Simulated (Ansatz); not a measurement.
System: Si₂W, space group P6_222 (No. 180).

Structure:
```yaml
crystal:
  lattice:
    - [4.57609, 0.00000, 0.00000]
    - [-2.28804, 3.96301, 0.00000]
    - [0.00000, 0.00000, 6.60331]
  atoms:
    - { symbol: Si, position: [0.83618, 0.67236, 0.50000] }
    - { symbol: Si, position: [0.16382, 0.83618, 0.83333] }
    - { symbol: Si, position: [0.67236, 0.83618, 0.16667] }
    - { symbol: Si, position: [0.16382, 0.32764, 0.50000] }
    - { symbol: Si, position: [0.83618, 0.16382, 0.83333] }
    - { symbol: Si, position: [0.32764, 0.16382, 0.16667] }
    - { symbol: W, position: [0.00000, 0.50000, 0.16667] }
    - { symbol: W, position: [0.50000, 0.50000, 0.83333] }
    - { symbol: W, position: [0.50000, 0.00000, 0.50000] }
```

Calculation (Ansatz 0.2.0): homogeneous strain of a crystal along one Voigt pattern with engineering shear, fractional coordinates fixed, by plane-wave density functional theory with PAW datasets, free energies less that of the undisturbed cell, pressure positive in compression; scalar-relativistic. Level: PBEsol, no spin polarisation.

wave cutoff 420 eV; k mesh 12×12×6; occupations Gaussian; smearing width 0.15 eV; k shift (0, 0, 0) (mesh steps); start relaxed; strain pattern (1, 0, 0, 0, 0, 0) (xx yy zz yz xz xy with engineering shear).

What does the calculation give for the energy change, tensile stress summed over the strain pattern and pressure against strain? The strain takes the values −0.1000, −0.0750, −0.0500, −0.0250, 0.0000, 0.0250, 0.0500, 0.0750, 0.0875, 0.1000.

The energy rises on both sides of the starting structure, which is therefore a minimum along this path. The energy change is 249 meV/atom at strain −0.1000 and 140 meV/atom at 0.1000; the lowest computed point is at strain 0.0000 (0 meV/atom), and no other minimum shows. The tensile stress summed over the strain pattern rises from −68.2 GPa at strain −0.1000 to 28.7 GPa at 0.1000, and changes sign near 0.000. The pressure falls from 33.9 GPa at strain −0.1000 to −15.5 GPa at 0.1000, and changes sign near 0.000.

```
 strain  energy change (meV/atom)  tensile stress summed over the strain pattern (GPa)  pressure (GPa)
-0.1000                       249                                                -68.2            33.9
-0.0750                       131                                                -46.4            23.1
-0.0500                        54                                                -28.0            14.0
-0.0250                        13                                                -12.6             6.3
 0.0000                         0                                                  0.0             0.0
 0.0250                        11                                                 10.2            -5.2
 0.0500                        41                                                 18.2            -9.4
 0.0750                        85                                                 24.3           -12.8
 0.0875                       112                                                 26.7           -14.2
 0.1000                       140                                                 28.7           -15.5
```

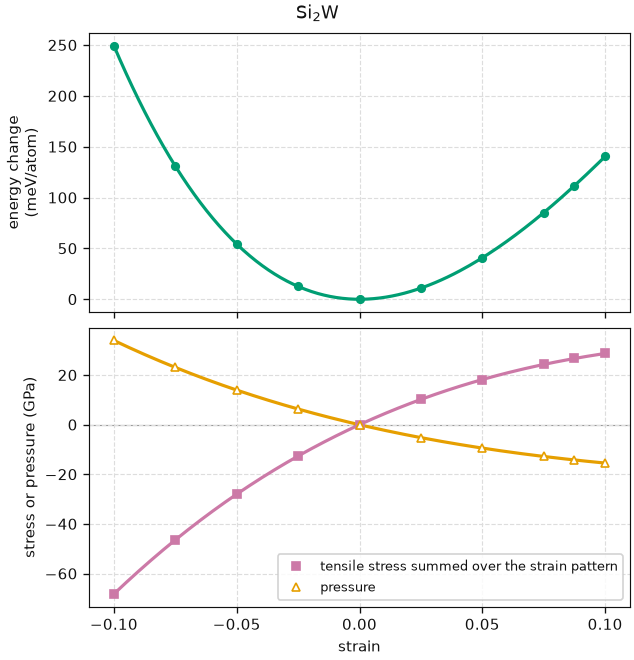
